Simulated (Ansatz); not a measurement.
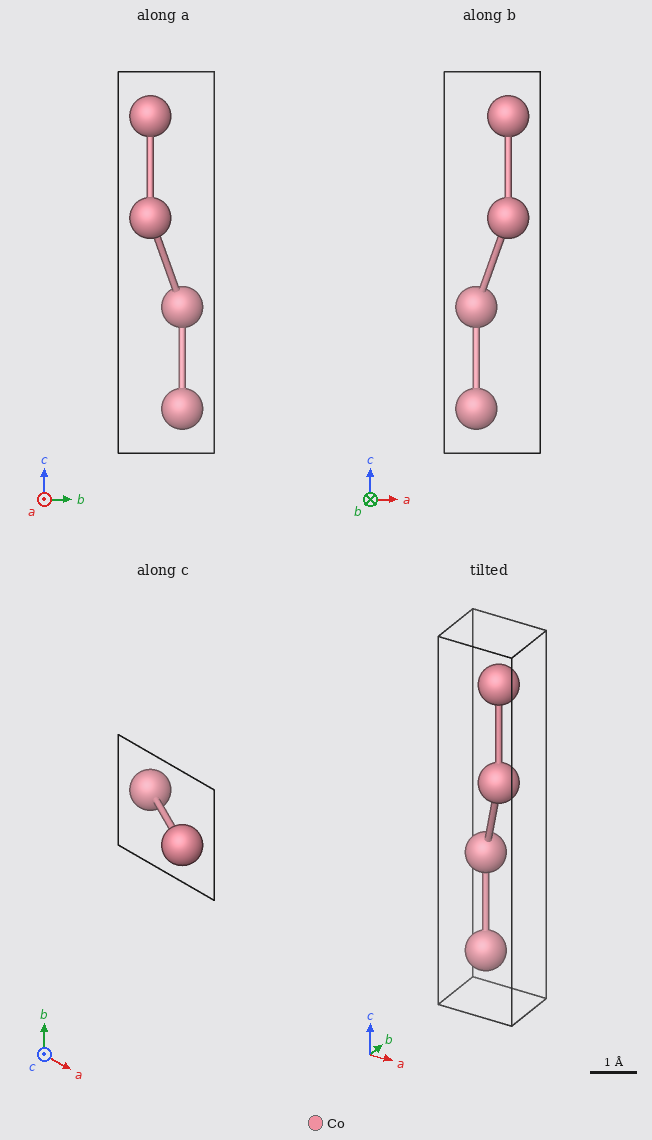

This ball-and-stick model is shown along the a axis, along the b axis, along the c axis and slightly off an axis. The frame is the conventional unit cell; atoms at its boundary are shown with their periodic copies.

Lattice parameters: a = 2.429 Å, b = 2.429 Å, c = 8.391 Å, α = 90.00°, β = 90.00°, γ = 120.00°. Put a along x and b in the xy plane.

Q: Reconstruct the structure as a POSCAR file, with free fractional coordinates to two decimals.

A:
```
Co
1.0
     2.429    0.000    0.000
    -1.215    2.104    0.000
     0.000    0.000    8.391
Co
4
Direct
  0.3333 0.6667 0.12
  0.6667 0.3333 0.62
  0.3333 0.6667 0.38
  0.6667 0.3333 0.88
```

The structure comes from a structure type filled with this element by a generator (whether the element takes this form wasn't checked). It is drawn as it came out of a relaxation with Ansatz, DFT PBE, scalar-relativistic, plane waves, PAW.
